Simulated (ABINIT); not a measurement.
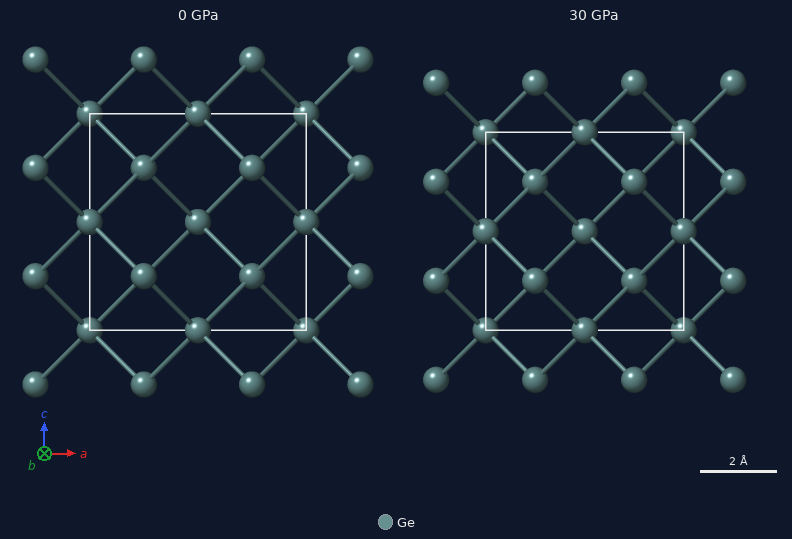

A crystal of Ge (set up in Fd-3m), relaxed (cell and atoms) at several target pressures. The picture shows the first and the last member. Style: ball-and-stick. Shown: the conventional cell (4 times the calculation's cell), along the b axis. Lengths and directions refer to the drawn axes.

Computed with ABINIT 10.8.3: PBE, JTH PAW PBE v2.0. Settings: plane-wave cutoff 598.7 eV; k-point mesh 8 × 8 × 8; occupations fermi-dirac; smearing width 0.05 eV; no spin polarisation.

```tsv
pressure (GPa)	volume (Å³/atom)	a (Å)
0	23.957	5.766
5	22.280	5.628
10	21.121	5.528
20	?	?
30	18.303	5.271
```

Q: Fill in the missing row.

A: Murnaghan's form V = V₀(1 + B′P/B₀)^(−1/B′), with V₀ = 23.957 Å³ from the row at zero pressure, fits the other rows with B₀ = 59.5 GPa and B′ = 4.26 (largest miss 0.016 Å³). At 20 GPa it gives 23.957 × (1 + 4.26 × 20/59.5)^(−1/4.26) = 19.446 Å³ per atom. The calculation gives 19.468 Å³/atom (a = 5.380 Å). The estimate is 0.022 Å³/atom too low. From the first member to the last: Ge–Ge 2.497 → 2.282 Å.

The whole series:

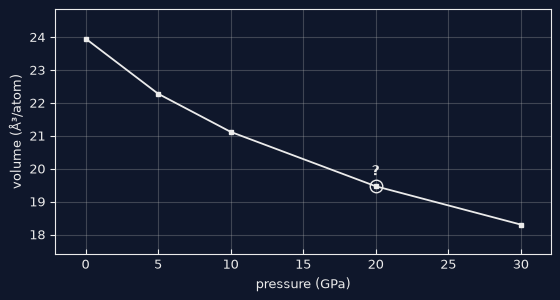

Each member starts from this one structure; whether another phase lies lower wasn't checked.
